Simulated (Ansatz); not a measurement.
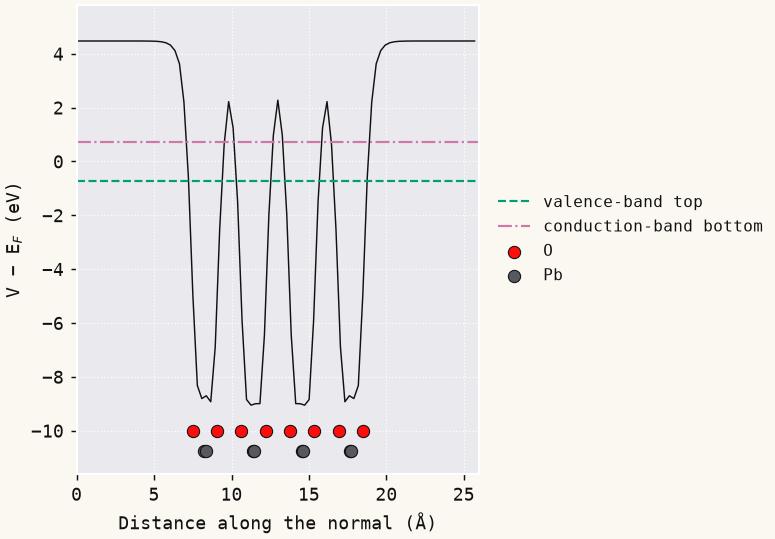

Plane-averaged electrostatic potential energy of an electron across the slab; circles at the bottom mark the heights of the atoms. System: a (101) slab cut from PbO (P4/nmm), unrelaxed, ended by O planes, 16 atoms in the cell. Computed with Ansatz: DFT PBE+D3(BJ), scalar-relativistic, plane waves, PAW, no spin polarisation, 7×4×1 k mesh, Gaussian smearing of 0.05 eV.

From the vacuum level at the right face the ionisation potential is 5.18 eV and the electron affinity 3.77 eV; the left face gives the same. The slab's gap, their difference before rounding, is 1.42 eV. The two vacuum levels agree, so the slab has no net dipole along its normal. The outermost atoms are 11.0 Å apart, which leaves 15.0 Å of vacuum in a cell 26.0 Å high.

The atoms aren't at rest in this cell (largest force 1.2 eV/Å), so the relaxed material can differ. Spin-orbit coupling is left out, which matters for Pb.
